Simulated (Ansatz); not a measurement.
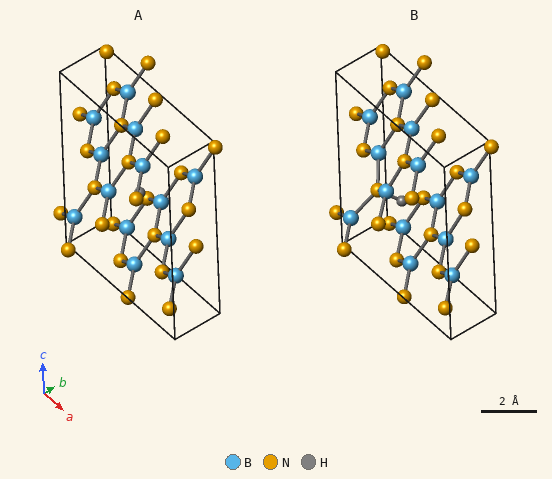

Two geometries of a defect cell of composition B$_{12}$HN$_{12}$ (cell charge +1), drawn at one scale. One is the start of a relaxation, the other its converged end. Style: ball-and-stick. Shown: the cell of the calculation (origin shifted), slightly off an axis.

Computed with Ansatz 0.2.0, DFT PBE+D3(BJ), scalar-relativistic, plane waves, PAW. Set-up: plane-wave cutoff 420 eV; k-point mesh 2 × 2 × 2; occupations gaussian; smearing width 0.02 eV; mesh shifted by (0.5, 0.5, 0.5); no spin polarisation; atoms relaxed in a fixed cell; force threshold 0.02 eV/Å; at most 60 steps.

Q: Which one is relaxed?

A: Structure B is the relaxed one. Case: H interstitial, charge +1, atoms relaxed. The energy falls by 2.323 eV per cell of the calculation in 6 geometry steps. The largest force component goes from 1.9 to 0.017 eV/Å. The atom that moves furthest is the H atom (0.67 Å along [−2 −3 −2]). Largest moves by element: H 0.67 Å, N 0.30 Å, B 0.09 Å. The lattice vectors keep their values. Some distances before and after: H–N 1.852 → 1.048 Å, B–N 1.447 → 1.528 Å, B–N 1.447 → 1.419 Å, B–N 1.447 → 1.442 Å. New bonds form: H–N (1.85 → 1.05 Å). Among the angles between lasting bonds that change: N–B–N 119.9° → 123.7°, B–N–B 119.9° → 117.3°, B–N–B 120.1° → 118.1°.

Limits of the set-up: the periodic images lie only 6.6 Å apart, so the values are limited by the cell's size; the cell is charged, on a uniform background, and energies carry no finite-size correction.
